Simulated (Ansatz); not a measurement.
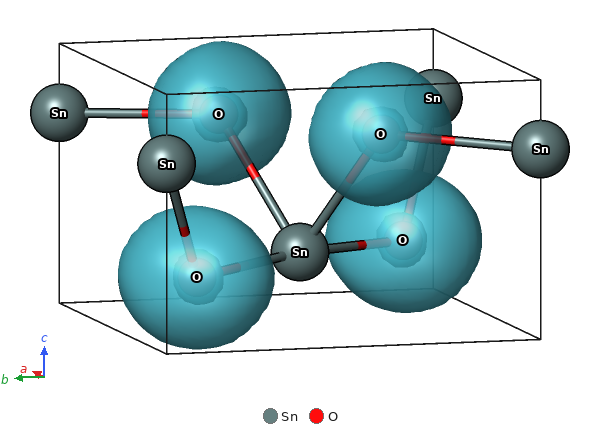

*SnO2. Isosurface of the ELF at 0.65 (cyan), seen at an oblique angle. Core shells and regions of very low density are left out. Sticks mark near contacts.*

Space group P2₁2₁2; not relaxed (largest force 0.5 eV/Å); computed pressure about −4 GPa in this cell; PAW files of the earlier set (soft_1).

Theory: DFT PBEsol, scalar-relativistic, plane waves, PAW (Ansatz).

**Identify the bonds, lone pairs and shells in this picture.**

The surface consists of four regions wrapped around O (the valence shell of each), counted in one cell of 6 atoms. Any copies at cell faces, edges or corners count once. Profiles from the grid: Sn–O (2.07 Å): the ELF peaks at about 0.80 in the valence shell of O, 0.6 Å from its nucleus, and is about 0.30 at the midpoint: no shared electron pair shows on this line.

**Does the calculation give a band gap?**

It is gapped, with a Kohn–Sham gap of 1.2 eV on the k-point mesh, an upper bound to the gap of this method.
